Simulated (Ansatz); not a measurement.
The cell of WS2 (P-6m2). Source of the atomic positions: the end point of a relaxation at fixed volume with Ansatz, DFT PBE+D3(BJ), scalar-relativistic, plane waves, PAW.

```cif
data_structure
_symmetry_space_group_name_H-M 'P 1'
_symmetry_Int_Tables_number 1
_cell_length_a 3.1611
_cell_length_b 3.1611
_cell_length_c 17.4320
_cell_angle_alpha 90.000
_cell_angle_beta 90.000
_cell_angle_gamma 120.000
_cell_volume 150.86
loop_
_atom_site_label
_atom_site_type_symbol
_atom_site_fract_x
_atom_site_fract_y
_atom_site_fract_z
_atom_site_occupancy
W1 W 0.33333 0.66667 0.00000 1
S1 S 0.66667 0.33333 0.90960 1
S2 S 0.66667 0.33333 0.09040 1
```

### Take as void every point where the procrystal density (the sum of the densities of spherically averaged neutral Hartree-Fock atoms) is below 0.0003 e/bohr³. From Rb on the atoms have core potentials, so only their outer electrons count. What do the voids look like?

The voids take about 54 % of the cell (82 Å³ of 150.9 Å³) and are bounded by about 18 Å² of surface per cell. Where they connect, they form a two-dimensional network in layers parallel to (001).

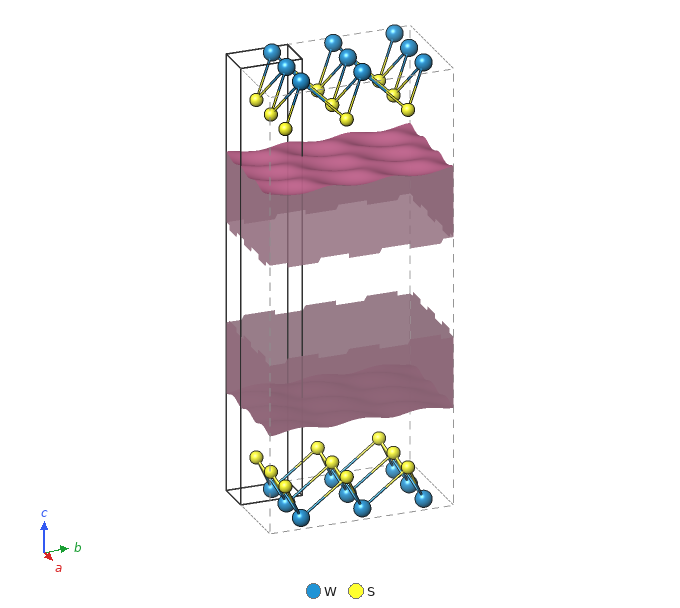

The voids drawn in 3×3×1 cells, view slightly off an axis. Pale faces close the region where the drawn box cuts it.
